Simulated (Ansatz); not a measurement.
# Calculations on H$_{4}$C$_{2}$O

### Relaxation

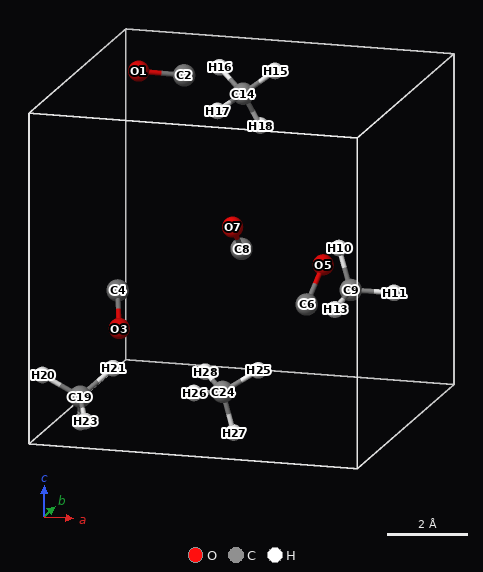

An amorphous cell of composition H₄C₂O, before the relaxation. A ball-and-stick model of the cell of the calculation (origin shifted), seen slightly off an axis.

The cell holds 4 CO + 4 CH4. The run prepares the start of a later molecular dynamics calculation, from a guessed geometry.

Theory: Ansatz, DFT PBE-D3(BJ), scalar-relativistic, plane waves, PAW.

Input
```yaml
crystal:
  lattice:
    - [8.568989, 0.0, 0.0]
    - [0.0, 8.568989, 0.0]
    - [0.0, 0.0, 8.568989]
  atoms:
    - { symbol: O, position: [0.5828467, 0.0371982, 0.016382] }
    - { symbol: C, position: [0.7067122, 0.0864632, 0.0005109] }
    - { symbol: O, position: [0.5742552, 0.8653375, 0.2813362] }
    - { symbol: C, position: [0.5411674, 0.9609854, 0.3695307] }
    - { symbol: O, position: [0.1892166, 0.8872072, 0.5145767] }
    - { symbol: C, position: [0.1641532, 0.8010889, 0.4146915] }
    - { symbol: O, position: [0.0248762, 0.5086879, 0.7124698] }
    - { symbol: C, position: [0.0227142, 0.6073907, 0.6215044] }
    - { symbol: C, position: [0.3946273, 0.4745534, 0.5589857] }
    - { symbol: H, position: [0.3529672, 0.4945771, 0.6774513] }
    - { symbol: H, position: [0.5164118, 0.5101032, 0.550304] }
    - { symbol: H, position: [0.3247001, 0.5425577, 0.4774002] }
    - { symbol: H, position: [0.3844303, 0.3509755, 0.5307875] }
    - { symbol: C, position: [0.0480622, 0.5381457, 0.1101898] }
    - { symbol: H, position: [0.1477788, 0.5296955, 0.1886486] }
    - { symbol: H, position: [-0.043721, 0.6065989, 0.1655125] }
    - { symbol: H, position: [0.0043351, 0.4215319, 0.0845038] }
    - { symbol: H, position: [0.0838558, 0.5947564, 0.0020943] }
    - { symbol: C, position: [0.5913634, 0.4043202, 0.1941814] }
    - { symbol: H, position: [0.4830087, 0.3822405, 0.2569696] }
    - { symbol: H, position: [0.6752231, 0.4592964, 0.2723847] }
    - { symbol: H, position: [0.5683431, 0.4814397, 0.095727] }
    - { symbol: H, position: [0.6388785, 0.2943043, 0.1516441] }
    - { symbol: C, position: [0.107952, 0.1247388, 0.3183721] }
    - { symbol: H, position: [0.2133581, 0.1348481, 0.3887848] }
    - { symbol: H, position: [0.0533932, 0.011871, 0.3396985] }
    - { symbol: H, position: [0.1381204, 0.1346461, 0.1952367] }
    - { symbol: H, position: [0.0269362, 0.2175898, 0.3497683] }
basis:
  ecutwfc: 420.0
kpoints:
  mp_grid: { grid: [1, 1, 1] }
hamiltonian:
  xc: pbe
  dispersion: d3bj
scf:
  occupations: { method: fermi_dirac, width: 0.02 }
  lower_state_search: "off"
relax:
  f_tol: 0.3
  max_steps: 15
  adjacent_minimum: "off"
```

Command:
```bash
ansatz run input.yaml --threads 1 --pin off --max-ram 3072MiB --backend cpu --events-out ev --progress --plain --runs-dir out
```

Where does the relaxation end?

Answer. C8 moves most: 0.70 Å roughly along [−2 −1 0]. Largest moves by element: C 0.70 Å, O 0.60 Å, H 0.34 Å. The cell doesn't change. Some distances before and after: O1–C2 1.150 → 1.138 Å, C14–H15 1.090 → 1.096 Å, C24–H26 1.090 → 1.094 Å. After 4 geometry steps the energy has fallen by 0.707 eV per cell of the calculation. Largest force component: 1.6 eV/Å at the start, 0.28 eV/Å at the end.

History of the run:

```tsv
step	E − E(0), meV/atom	largest force component, eV/Å
0	0.00	1.5868
1	-12.78	0.7778
2	-17.90	1.3659
3	-22.90	0.5489
4	-25.24	0.2825
```

The structure at the end:

```
CELL_PARAMETERS angstrom
8.56899 0.00000 0.00000
0.00000 8.56899 0.00000
0.00000 0.00000 8.56899
ATOMIC_POSITIONS crystal
O 0.59168 0.00758 0.96678
C 0.71157 0.06463 0.96704
O 0.58053 0.86657 0.30943
C 0.56105 0.98168 0.37274
O 0.22364 0.86955 0.57358
C 0.19768 0.80290 0.46180
O 0.99974 0.48499 0.69918
C 0.95039 0.57111 0.61104
C 0.39803 0.46035 0.57197
H 0.34874 0.49039 0.68624
H 0.51818 0.50346 0.56433
H 0.32776 0.51430 0.47910
H 0.39738 0.33303 0.55656
C 0.04837 0.54434 0.10945
H 0.14719 0.52766 0.18883
H 0.95704 0.61030 0.16980
H 0.00252 0.43054 0.07318
H 0.08721 0.60969 0.00654
C 0.59925 0.41083 0.18969
H 0.49012 0.36796 0.24224
H 0.66758 0.47438 0.27771
H 0.57249 0.48928 0.09234
H 0.66838 0.31138 0.14663
C 0.09394 0.14734 0.30474
H 0.19518 0.14889 0.38277
H 0.03273 0.03592 0.31649
H 0.13285 0.16147 0.18384
H 0.01476 0.24260 0.33561
```

After the run, drawn alike:

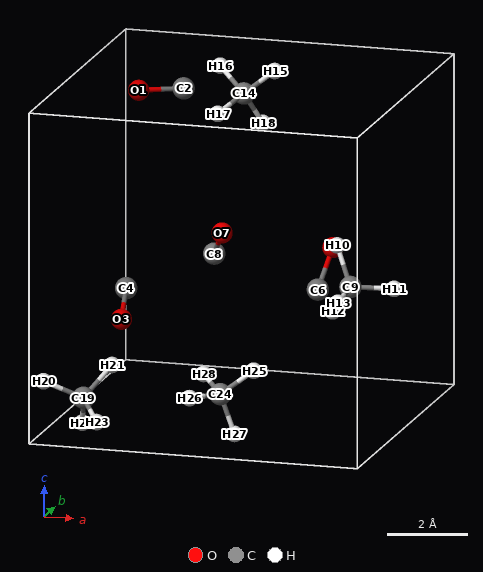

### Dynamics

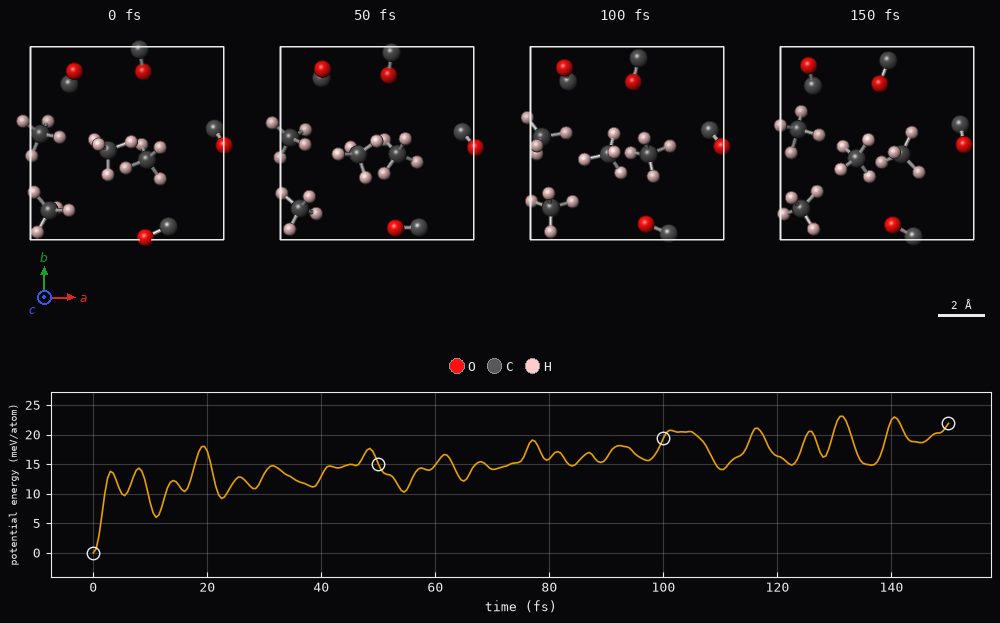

Molecular dynamics of a periodic cell with 4 CO + 4 CH4 at 0.465 g/cm³, 150 fs long. Frames and the history of the run. Style: ball-and-stick. Shown: the simulation cell, along the c axis. Atoms that leave the cell re-enter on the other side.

Level of theory: DFT PBE-D3(BJ), scalar-relativistic, plane waves, PAW in Ansatz. Run with plane-wave cutoff 420 eV; k-point mesh 1 × 1 × 1; Fermi-Dirac smearing 0.02 eV; Langevin thermostat (NVT); set temperature 300 K; time step 0.5 fs; friction 0.02 per fs.

Describe the run.

In the second half of the run the atoms are, in the root-mean-square, this far from where they began (common drift taken out): H 1.22 Å, O 0.61 Å, C 0.44 Å. The heavy atoms stay within a fraction of a molecule's size of their starting places, while the hydrogen atoms travel further, as molecules turn; so short a run doesn't tell a liquid from a solid. Over the second half the temperature averages 309 K (spread ±38 K). The potential energy in the second half lies on average 17.9 meV per atom above the first frame.

### Dynamics

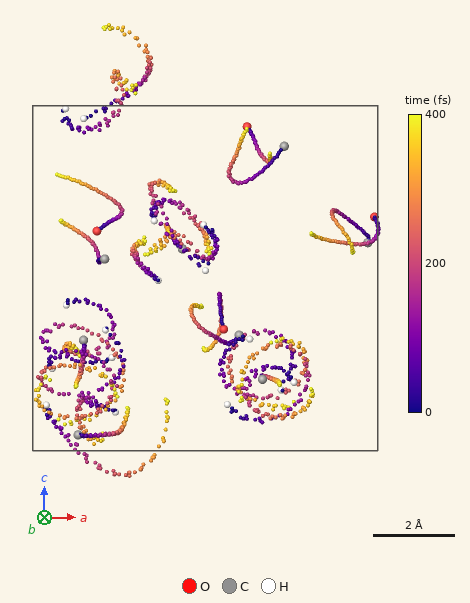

A Born-Oppenheimer molecular dynamics run of a periodic cell with 4 CO + 4 CH4 at 0.465 g/cm³, 400 fs long. It starts from the last geometry of an earlier run, with fresh velocities. Dots mark each atom's position at evenly spaced times, coloured by time; spheres stand at the starting positions. Seen along the b axis in the simulation cell.

Computed with Ansatz 0.2.0, DFT PBE-D3(BJ), scalar-relativistic, plane waves, PAW. Set-up: plane-wave cutoff 420 eV; k-point mesh 1 × 1 × 1; Fermi-Dirac smearing 0.02 eV; constant energy (NVE); velocities drawn for 300 K; time step 2 fs.

Describe the motion.

In the second half of the run the atoms are, in the root-mean-square, this far from where they began (common drift taken out): H 1.72 Å, C 1.47 Å, O 1.27 Å. The molecules turn and drift from their places. Over the second half the temperature averages 296 K (spread ±21 K). The potential energy in the second half lies on average 1.5 meV per atom above the first frame. The total energy stays between −0.25 and 2.3 meV per atom of its start. A straight-line fit has a slope that amounts to +0.2 meV per atom over 400 fs (0.5 % of the mean kinetic energy), and the ripple about it is 21 % of the kinetic energy's fluctuation. That is tolerable for a short run, though not tight (an offset or drift over 2 % of the kinetic energy, or a ripple over 7 %). The time step of 2 fs is long for the fastest vibrations here (lightest element hydrogen).

The run took 5.7 min on 1 thread of AMD EPYC 9R14 (Zen 4) (shared host), peak memory 0.67 GiB.
